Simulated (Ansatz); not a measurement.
## Single-point calculation of GaSb2

The run: single-point calculation of GaSb2 (P6₃/mmc, 6 atoms in the cell). Method and program: DFT PBE, scalar-relativistic, plane waves, PAW, no spin polarisation (Ansatz 0.2.0).

The structure was made by swapping elements on the sites of another compound; it need not be a known phase. It belongs to a series of runs on one base structure; here: 2H molybdenite type (P6_3/mmc, No. 194); cell x1.

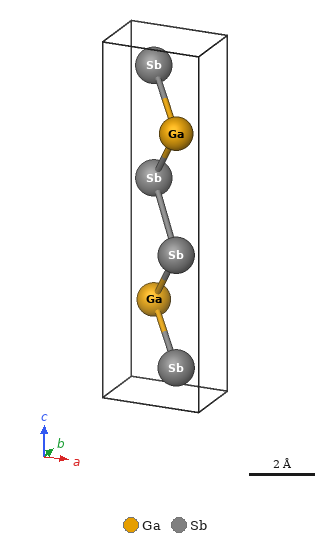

**Figure 1.** The structure as given in the input (ball-and-stick view of the cell of the calculation, seen slightly off an axis). Near neighbours in the crystal (not all of them lie inside the picture): Ga has 6 Sb at 2.95 Å; Sb has 3 Ga at 2.95 Å and 3 Sb at 3.13 Å.

Input file:
```yaml
crystal:
  lattice:
    - [4.0705787311, 0.0, 0.0]
    - [-2.0352893656, 3.5252245893, 0.0]
    - [0.0, 0.0, 11.2352264507]
  atoms:
    - { symbol: Ga, position: [0.3333333333, 0.6666666667, 0.25] }
    - { symbol: Ga, position: [0.6666666667, 0.3333333333, 0.75] }
    - { symbol: Sb, position: [0.3333333333, 0.6666666667, 0.591827541] }
    - { symbol: Sb, position: [0.6666666667, 0.3333333333, 0.091827541] }
    - { symbol: Sb, position: [0.3333333333, 0.6666666667, 0.908172459] }
    - { symbol: Sb, position: [0.6666666667, 0.3333333333, 0.408172459] }
basis:
  ecutwfc: 420
kpoints:
  mp_grid: { grid: [6, 6, 2] }
hamiltonian:
  xc: pbe
scf:
  occupations: { method: gaussian, width: 0.1 }
output:
  forces: true
  stress: true
  eigenvalues: true
```

Hardware: 1 thread of Intel Xeon @ 2.90GHz (Ice Lake), 192 GiB of memory available, shared host.

Launch command:
```bash
ansatz run input.yaml --threads 1 --pin off --max-ram 2560MiB --backend cpu --events-out ev --progress --plain --runs-dir out
```

What the program printed:
```
Engine: ansatz 0.2.0, x86_64-unknown-linux-gnu
Pseudopotentials: kind: paw
Pseudopotential: Ga, paw, valence charge 13, recommended cutoff 420 eV (normal), Ga.paw.azcp
Pseudopotential: Sb, paw, valence charge 15, recommended cutoff 420 eV (normal), Sb.paw.azcp
Functional definition: PBE
  parameter kappa = 0.804
  parameter beta = 0.06672455060314922
  exchange = pbe_x(kappa = kappa, mu = beta*pi^2/3)
  correlation = pbe_c(beta = beta)
Crystal: 6 atoms, lattice volume = 161.222 Å³
Basis set: ecut = 420 eV, 3121 PW (Γ), exchange–correlation on 60×60×160 points (8 copies of the dense FFT grid, shifted against one another)
Bands: 52, of which v1, the nominal top of the filled ones, is band 43 counted from 1 (42 counted from 0)
Symmetry: 24 space group operations
Space group: P63/mmc (ITA 194), of the structure as read, at distance tolerance 5.4e-5 Å
k-points: 14 of 72
Non-local potential: Ga, projectors of the file, l = 0: 2, l = 1: 2, l = 2: 3, l = 3: 1
Non-local potential: Sb, projectors of the file, l = 0: 2, l = 1: 2, l = 2: 2, l = 3: 2
PAW form: soft (Blöchl's): semilocal exchange-correlation on the pseudo side does not see the compensation charge
PAW one-centre angular grid: Ga, 590 points (default); XC on 64 Gauss nodes
PAW one-centre angular grid: Sb, 590 points (default); XC on 64 Gauss nodes
Initial density: superposition of atomic densities (neutral atoms: chi_scale 0, normalization atom), corrected by the library's trained network
Initial wavefunctions: pseudopotential atomic-orbital guess
Functional: x = pbe(κ = 0.804, μ = 0.2195149727645171), c = pbe(β = 0.06672455060314922)
SCF iter   1: F=—  HF=-33503.276131 eV  |F-HF|=—  |Δ(HF+E_count)|=         —  Δρ=1.75e-3  dr2=2.46e-3  ethr=1.77e-3  ⟨swp⟩=8.1  Hψ=2847  notcnv=0  defer=4
preconditioner: auto → Kerker (q_TF=auto, 2.457 Å⁻¹)  [metal: Δε(μ)=0.095 eV  Ē_g=12.043 eV  σ=0.100 eV  W_gap=0.46  n_scr=50 (ndim 8)  ℏωp=19.8 eV  f_vac=0.001  D(μ)=2.64/eV (n_scr^D=6)]
SCF iter   2: F=—  HF=-33503.274845 eV  |F-HF|=—  |Δ(HF+E_count)|=   1.29e-3  Δρ=1.24e-3  dr2=1.31e-3  ethr=2.87e-6  ⟨swp⟩=2.0  Hψ=1443  notcnv=0  defer=4
SCF iter   3: F=—  HF=-33503.275738 eV  |F-HF|=—  |Δ(HF+E_count)|=   8.93e-4  Δρ=5.04e-4  dr2=2.65e-4  ethr=1.53e-6  ⟨swp⟩=3.0  Hψ=1304  notcnv=0  defer=4
SCF iter   4: F=—  HF=-33503.276077 eV  |F-HF|=—  |Δ(HF+E_count)|=   3.39e-4  Δρ=2.09e-4  dr2=4.71e-5  ethr=3.08e-7  ⟨swp⟩=2.0  Hψ=1281  notcnv=0  defer=4
SCF iter   5: F=—  HF=-33503.276043 eV  |F-HF|=—  |Δ(HF+E_count)|=   3.38e-5  Δρ=1.43e-4  dr2=1.96e-5  ethr=5.48e-8  ⟨swp⟩=2.1  Hψ=1279  notcnv=0  defer=4
SCF iter   6: F=—  HF=-33503.276038 eV  |F-HF|=—  |Δ(HF+E_count)|=   5.31e-6  Δρ=3.01e-5  dr2=1.65e-6  ethr=2.28e-8  ⟨swp⟩=2.0  Hψ=1280  notcnv=0  defer=4
SCF iter   7: F=—  HF=-33503.276038 eV  |F-HF|=—  |Δ(HF+E_count)|=   1.96e-7  Δρ=5.60e-6  dr2=1.34e-7  ethr=1.92e-9  ⟨swp⟩=2.0  Hψ=1281  notcnv=0  defer=4
SCF iter   8: F=-33503.276038 eV  HF=-33503.276038 eV  |F-HF|=8.73e-10  |Δ(HF+E_count)|=   3.03e-9  Δρ=1.98e-6  dr2=7.15e-9  ethr=1.16e-10  ⟨swp⟩=9.7  Hψ=2752  notcnv=0
SCF 1 converged in 8 iterations: F = -33503.276038 eV  dr2 = 7.15e-9
  greatest PAW one-centre occupation: 0.996 electrons in one spin orbital (limit 2), on the Sb atom at site 4 (counted from 0), in its partial waves of l = 2
```

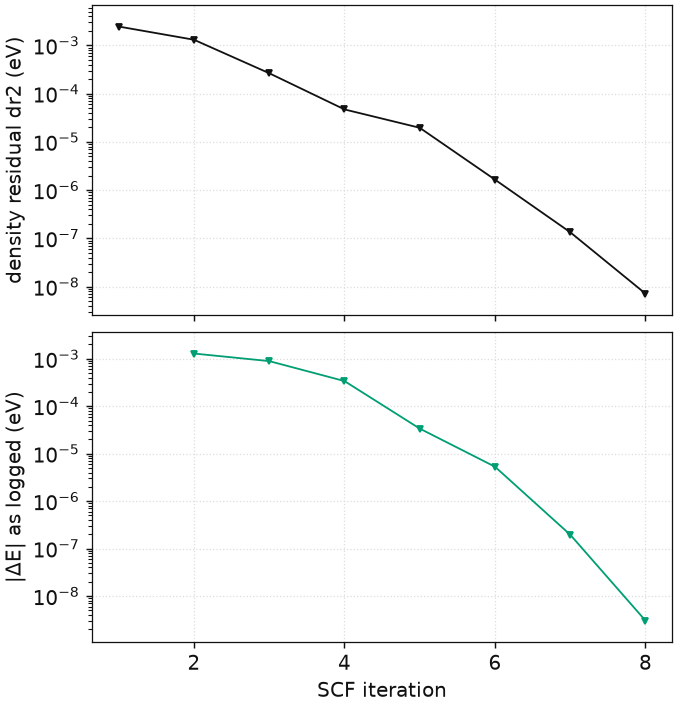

**Figure 2.** Convergence of the self-consistent field: density residual dr2 and size of the energy change against the SCF iteration. The residual falls at every step.

```
SCF converged after 8 iterations
Free energy (F): -33503.276038 eV
Harris-Foulkes:  -33503.276038 eV  (|F-HF|=8.73e-10)
Internal energy: -33503.262649 eV  (E = F + TS)
E sigma→0 (E₀):  -33503.269343 eV
Entropy (-TS):   -0.013389 eV (-2.232 meV/atom)
Fermi energy:    9.615788 eV
--- Per-component energies (eV) ---
  E_band       = -767.390046
  E_kinetic    = 1055.158131
  E_local      = -10175.353306  (includes V_loc(G=0)·N_el)
  E_nonlocal   = 2292.341815
  E_hartree    = 4673.995048
  E_xc         = -691.592401
  E_vxc        = -499.988655  (∫ρ·V_xc dr)
  E_paw        = -22271.628706  (= ΣΔE_a)
  E_vpaw       = -2787.532988  (= ΣTr[D̂ρ^β])
  E_aug_tail   = -0.000232  (compensation charges beyond the density's cutoff)
  E_ewald      = -8386.182998
  E_smearing   = -0.013389  (= −TS)
  E_closure    = 0.000000  (closes the sum)
  Σ components = -33503.276038   (vs F -33503.276038, Δ=0.00e0)
--- Forces (eV/Å), atoms counted from 1 ---
  atom   1  Ga     0.00000000    -0.00000000     0.00000000
  atom   2  Ga     0.00000000     0.00000000    -0.00000000
  atom   3  Sb     0.00000000    -0.00000000    -0.04738905
  atom   4  Sb    -0.00000000     0.00000000    -0.04738905
  atom   5  Sb     0.00000000    -0.00000000     0.04738905
  atom   6  Sb    -0.00000000     0.00000000     0.04738905
  max |Σ_I F_I| component: 1.16e-17 eV/Å
--- Stress (GPa, compression-positive) ---
        0.898263      -0.000000      -0.000000
       -0.000000       0.898263      -0.000000
       -0.000000      -0.000000      -0.899931
  P = ⅓ Tr σ = 0.2989 GPa (2.989 kbar)
--- Band table (eV; the first three rows and the last of 14) ---
  k-point 0: bands = ["-19.5829", "-19.5829", "-19.5780", "-19.5780", "-19.5703", "-19.5500", "-19.5397", "-19.5397", "-19.5369", "-19.5369", "-19.5266", "-19.5059", "-19.4987", "-19.4987", "-19.4971", "-19.4971", "-19.4696", "-19.4696", "-19.4657", "-19.4657", "-5.2780", "-5.2780", "-5.2775", "-5.2775", "-5.2773", "-5.2741", "-5.2706", "-5.2706", "-5.2705", "-5.2705", "-2.5278", "-1.7486", "-0.7910", "1.5743", "3.3389", "7.0284", "8.2811", "8.9102", "8.9102", "9.7217", "9.7217", "10.3382", "10.3382", "10.5965", "10.6435", "11.6729", "11.6729", "12.9167", "12.9167", "12.9921", "13.4538", "13.4538"]
  k-point 1: bands = ["-19.5805", "-19.5805", "-19.5805", "-19.5805", "-19.5624", "-19.5624", "-19.5382", "-19.5382", "-19.5382", "-19.5382", "-19.5140", "-19.5140", "-19.4979", "-19.4979", "-19.4979", "-19.4979", "-19.4676", "-19.4676", "-19.4676", "-19.4676", "-5.2778", "-5.2778", "-5.2778", "-5.2778", "-5.2757", "-5.2757", "-5.2705", "-5.2705", "-5.2705", "-5.2705", "-2.2597", "-2.2597", "0.2633", "0.2633", "5.0942", "5.0942", "9.1807", "9.1807", "9.1807", "9.1807", "9.4487", "9.4487", "11.1295", "11.1295", "11.1295", "11.1295", "12.0584", "12.0584", "13.1328", "13.1328", "13.1328", "13.1328"]
  k-point 2: bands = ["-19.5830", "-19.5807", "-19.5779", "-19.5741", "-19.5646", "-19.5463", "-19.5398", "-19.5357", "-19.5353", "-19.5326", "-19.5280", "-19.5084", "-19.4994", "-19.4993", "-19.4978", "-19.4974", "-19.4756", "-19.4714", "-19.4693", "-19.4656", "-5.2859", "-5.2854", "-5.2792", "-5.2786", "-5.2763", "-5.2755", "-5.2722", "-5.2694", "-5.2654", "-5.2653", "-2.2303", "-1.4506", "-0.5176", "1.7386", "3.6390", "5.5482", "7.5029", "7.7405", "8.3022", "8.5564", "9.1760", "9.2625", "9.8852", "10.2462", "11.2150", "11.8046", "11.8076", "12.1954", "12.7169", "13.6703", "13.8895", "14.1995"]
  k-point 13: bands = ["-19.5838", "-19.5838", "-19.5524", "-19.5524", "-19.5414", "-19.5414", "-19.5304", "-19.5304", "-19.5287", "-19.5287", "-19.5222", "-19.5222", "-19.5021", "-19.5021", "-19.5000", "-19.5000", "-19.4960", "-19.4960", "-19.4702", "-19.4702", "-5.3058", "-5.3058", "-5.2885", "-5.2885", "-5.2757", "-5.2757", "-5.2632", "-5.2632", "-5.2570", "-5.2570", "0.1688", "0.1688", "0.8837", "0.8837", "3.5398", "3.5398", "5.2530", "5.2530", "5.3777", "5.3777", "7.9917", "7.9917", "8.9650", "8.9650", "9.1289", "9.1289", "12.9835", "12.9835", "13.9694", "13.9694", "15.4189", "15.4189"]
```

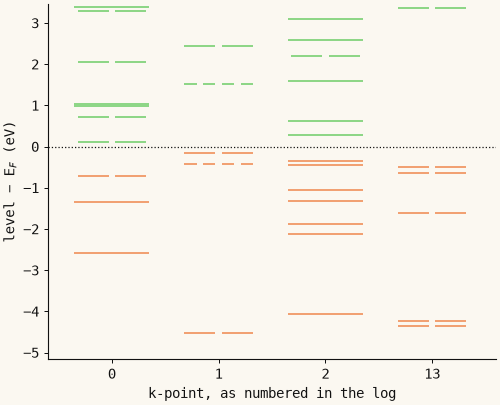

**Figure 3.** Kohn–Sham levels near the Fermi level (dotted) at the few k-points that the log prints; levels within 0.02 eV of each other stand side by side. The system is metallic on the full mesh.

Key numbers:

```csv
quantity,value
outcome,converged
space group (tolerance 0.01 Å),P6₃/mmc (194)
electrons treated,86
free energy,−33503.2760 eV
Fermi energy,9.616 eV
gap on the k-point mesh,none (metallic)
pressure,0.30 GPa
largest force (length of the vector),0.047 eV/Å
wall time,6.1 s
peak memory,0.49 GiB
```
